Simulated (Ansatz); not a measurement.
# ZrO: geometry relaxation (part 2 of 2)

The same run, continued: ZrO (4 atoms in the cell); DFT PBE, scalar-relativistic, plane waves, PAW, no spin polarisation (Ansatz 0.2.0); cutoff 420 eV, 12×12×10 k-mesh, Gaussian smearing of 0.1 eV. The structure was made by swapping elements on the sites of another compound; it need not be a known phase. It belongs to a series of runs on one base structure; here: Sn -> Zr on all its sites, cell and atoms relaxed.

Geometry of the input (Å; fractional positions):
```
3.6345  0.0000  0.0000
0.0000  3.6345  0.0000
0.0000  0.0000  4.8647
Zr 0.0000  0.5000  0.2341
Zr 0.5000  0.0000  0.7659
O  0.5000  0.5000  0.0000
O  0.0000  0.0000  0.0000
```

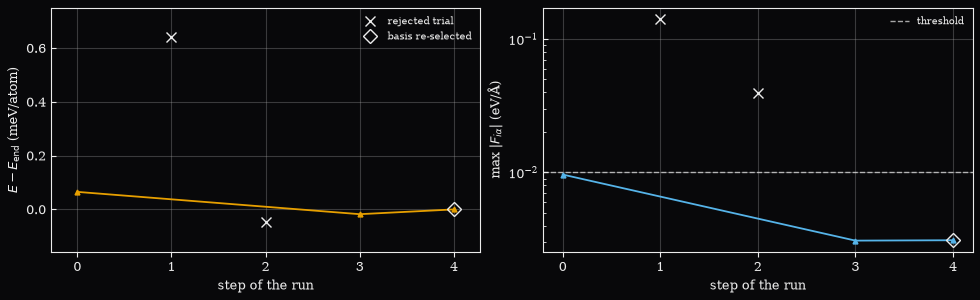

Figure 1. Progress of the relaxation, step by step (the first geometry is step 0 here and step 1 in the log). The energy falls by 0.1 meV per atom in 3 geometry steps. Largest force component: 0.0097 eV/Å at the start, 0.0031 eV/Å at the end. Pressure: −0.09 GPa at the start and −0.02 GPa at the end. The line search rejected the trial steps at points 1, 2 (counted from 0) and went back. No atom moves by more than 0.005 Å relative to the cell. The space group stays P4/nmm (No. 129). A last SCF at the same geometry on a re-selected plane-wave basis shifts the energy by +0.0 meV per atom. (Atoms are counted from 1 in the order of the input.)

```
basis re-selected at this cell: Δ(F+E_penalty+E_count) = +7.138e-5 eV, ΔP = -0.002 GPa vs the last step (what re-selecting the basis moved, of the pressure what is left beyond the Pulay correction that the steps carried, after the strain that the cell walked since its last selection, with what the two solves' SCF thresholds leave and, on support functions, any second-order correction that the steps lacked; it is no measure of the basis error at this ecutwfc). This SCF's stress stands 8.95e-2 GPa from its target on what of the cell is left free (relax.cell.stress_tol is 1.00e-1 GPa) and its largest allowed force component is 3.10e-3 eV/Å (relax.f_tol is 1.00e-2 eV/Å): within both
SCF converged after 3 iterations
Free energy (F): -9507.149535 eV
Harris-Foulkes:  -9507.149535 eV  (|F-HF|=1.64e-11)
Internal energy: -9507.139519 eV  (E = F + TS)
E sigma→0 (E₀):  -9507.144527 eV
Entropy (-TS):   -0.010015 eV (-2.504 meV/atom)
Fermi energy:    12.527733 eV
--- Per-component energies (eV) ---
  E_band       = -248.324387
  E_kinetic    = 1016.924883
  E_local      = -2361.128375  (includes V_loc(G=0)·N_el)
  E_nonlocal   = 251.174029
  E_hartree    = 822.907772
  E_xc         = -471.375986
  E_vxc        = -570.779659  (∫ρ·V_xc dr)
  E_paw        = -6222.890619  (= ΣΔE_a)
  E_vpaw       = -230.336029  (= ΣTr[D̂ρ^β])
  E_aug_tail   = 0.005033  (compensation charges beyond the density's cutoff)
  E_ewald      = -2542.756256
  E_smearing   = -0.010015  (= −TS)
  E_closure    = -0.000000  (closes the sum)
  Σ components = -9507.149535   (vs F -9507.149535, Δ=0.00e0)
--- Forces (eV/Å), atoms counted from 1 ---
  atom   1  Zr     0.00000000     0.00000000    -0.00310346
  atom   2  Zr     0.00000000     0.00000000     0.00310346
  atom   3  O      0.00000000     0.00000000    -0.00000000
  atom   4  O      0.00000000     0.00000000     0.00000000
  max |Σ_I F_I| component: 1.67e-16 eV/Å
--- Stress (GPa, compression-positive) ---
       -0.081853       0.000000       0.000000
        0.000000      -0.081853       0.000000
        0.000000       0.000000       0.089500
  P = ⅓ Tr σ = -0.0247 GPa (-0.247 kbar)
--- Band table (eV; the first three rows and the last of 168) ---
  k-point 0: bands = ["-37.6455", "-37.5694", "-16.0482", "-15.7368", "-15.7368", "-15.5246", "-15.5246", "-15.3422", "-7.8408", "-7.4544", "4.9070", "4.9070", "4.9432", "5.6785", "7.8721", "7.8721", "9.8606", "13.4136", "13.4536", "13.6806", "14.2218", "15.0950"]
  k-point 1: bands = ["-37.6442", "-37.5707", "-16.0409", "-15.7335", "-15.7335", "-15.5280", "-15.5280", "-15.3525", "-7.8344", "-7.4540", "4.9099", "4.9099", "4.9243", "5.6630", "7.8602", "7.8602", "9.9462", "13.4391", "13.5489", "13.5546", "14.3579", "15.0552"]
  k-point 2: bands = ["-37.6408", "-37.5741", "-16.0207", "-15.7242", "-15.7242", "-15.5375", "-15.5375", "-15.3804", "-7.8178", "-7.4528", "4.8766", "4.9175", "4.9175", "5.6226", "7.8299", "7.8299", "10.1915", "13.3073", "13.5120", "13.8216", "14.6116", "14.9454"]
  k-point 167: bands = ["-37.5805", "-37.5805", "-16.2144", "-16.2144", "-15.7213", "-15.7213", "-15.5409", "-15.5409", "-7.0941", "-7.0941", "4.7164", "4.7164", "7.1490", "7.1490", "7.7843", "7.7843", "11.6561", "11.6561", "12.2292", "12.2292", "14.4824", "14.4824"]
--- Relaxed structure (4 steps of the walk, 2 accepted, 1 SCFs on fresh bases) ---
  F+E_penalty+E_count = -9507.14953451 eV   max|allowed force component| = 3.103e-3 eV/Å   (the final SCF, on the basis selected at the relaxed cell)
  cell:  # Å, volume = 64.2316 Å³
    - [3.6304842690247785, 4.368960370522764e-35, 0.0]
    - [4.368960370522764e-35, 3.6304842690247785, 0.0]
    - [0.0, 0.0, 4.873264225785466]
  atoms:
    - { symbol: Zr, position: [6.681911775230489e-52, 0.5, 0.23421166252091688] }
    - { symbol: Zr, position: [0.5, 6.681911775230489e-52, 0.7657883374790829] }
    - { symbol: O, position: [0.5, 0.5, 0.0] }
    - { symbol: O, position: [3.4577383372325005e-88, 1.3435752215134178e-138, 0.0] }
```

Trajectory as extended XYZ (Å, eV, eV/Å), 5 frames, from step=1 to step=5
```
4
Lattice="3.6345 0.0000 0.0000 0.0000 3.6345 0.0000 0.0000 0.0000 4.8647" Properties=species:S:1:pos:R:3:forces:R:3 step=1 energy=-9507.14927 pressure_GPa=-0.09
Zr    0.0000    1.8173    1.1386    0.0000   0.0000  -0.0097
Zr    1.8173    0.0000    3.7261    0.0000   0.0000   0.0097
O     1.8173    1.8173    0.0000    0.0000   0.0000   0.0000
O     0.0000    0.0000    0.0000    0.0000   0.0000   0.0000
4
Lattice="3.6300 0.0000 0.0000 0.0000 3.6300 0.0000 0.0000 0.0000 4.9005" Properties=species:S:1:pos:R:3:forces:R:3 step=2 energy=-9507.14697 pressure_GPa=-0.31 accepted=F
Zr    0.0000    1.8150    1.1406    0.0000   0.0000   0.1427
Zr    1.8150    0.0000    3.7599    0.0000   0.0000  -0.1427
O     1.8150    1.8150    0.0000    0.0000   0.0000   0.0000
O     0.0000    0.0000    0.0000    0.0000   0.0000   0.0000
4
Lattice="3.6227 0.0000 0.0000 0.0000 3.6227 0.0000 0.0000 0.0000 4.8818" Properties=species:S:1:pos:R:3:forces:R:3 step=3 energy=-9507.14972 pressure_GPa=0.19 accepted=F
Zr    0.0000    1.8113    1.1472    0.0000   0.0000  -0.0394
Zr    1.8113    0.0000    3.7347    0.0000   0.0000   0.0394
O     1.8113    1.8113    0.0000    0.0000   0.0000   0.0000
O     0.0000    0.0000    0.0000    0.0000   0.0000   0.0000
4
Lattice="3.6305 0.0000 0.0000 0.0000 3.6305 0.0000 0.0000 0.0000 4.8733" Properties=species:S:1:pos:R:3:forces:R:3 step=4 energy=-9507.14961 pressure_GPa=-0.02
Zr    0.0000    1.8152    1.1414    0.0000   0.0000  -0.0031
Zr    1.8152    0.0000    3.7319    0.0000   0.0000   0.0031
O     1.8152    1.8152    0.0000    0.0000   0.0000   0.0000
O     0.0000    0.0000    0.0000    0.0000   0.0000   0.0000
4
Lattice="3.6305 0.0000 0.0000 0.0000 3.6305 0.0000 0.0000 0.0000 4.8733" Properties=species:S:1:pos:R:3:forces:R:3 step=5 energy=-9507.14954 pressure_GPa=-0.02
Zr    0.0000    1.8152    1.1414    0.0000   0.0000  -0.0031
Zr    1.8152    0.0000    3.7319    0.0000   0.0000   0.0031
O     1.8152    1.8152    0.0000    0.0000   0.0000   0.0000
O     0.0000    0.0000    0.0000    0.0000   0.0000   0.0000
```

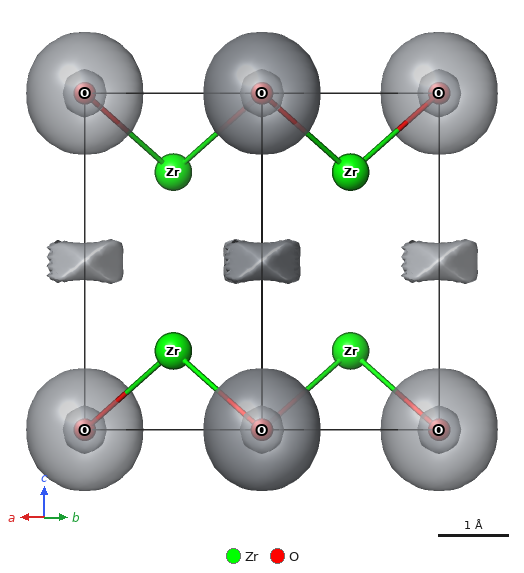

Figure 2. Isosurface of the ELF at 0.65 (grey), seen along [110]. Core shells and regions of very low density are left out. Sticks mark near contacts. The outline is the cell set on symmetry axes. Along the contacts the grid gives the following. Zr–O (2.14 Å): the ELF peaks at about 0.85 in the valence shell of O, 0.6 Å from its nucleus, and drops to about 0.20 between the two atoms (a polar contact without a shared pair, in a metal). In a PAW calculation such maps are meaningful between the atoms, not at the nuclei.

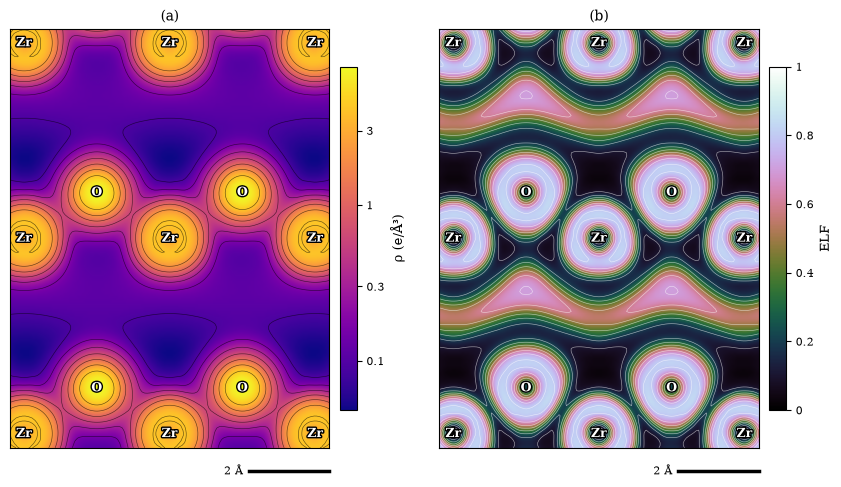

Figure 3. (a) valence electron density; (b) electron localisation function on the (100) plane of the conventional cell. Zr–O (2.14 Å): ρ is about 0.61 e/Å³ halfway; the ELF peaks at about 0.85 in the valence shell of O, 0.6 Å from its nucleus, and drops to about 0.20 between the two atoms; no shared pair; the contact is polar. Away from the nuclei the density in this plane falls to 0.05 e/Å³ at its lowest.  The strong features right at Zr lie inside the PAW spheres (semicore, d or f shells) and say nothing about bonding.

Summary

```tsv
quantity	value
outcome	converged
space group (tolerance 0.01 Å)	P4/nmm (129)
electrons treated	36
free energy	−9507.1495 eV
Fermi energy	12.528 eV
gap on the k-point mesh	none (metallic)
pressure	−0.02 GPa
final volume	64.23 Å³
largest force (length of the vector) at the end	0.003 eV/Å
final cell	a = 3.630 Å, b = 3.630 Å, c = 4.873 Å, α = 90.00°, β = 90.00°, γ = 90.00°
wall time	44 s
peak memory	0.53 GiB
```
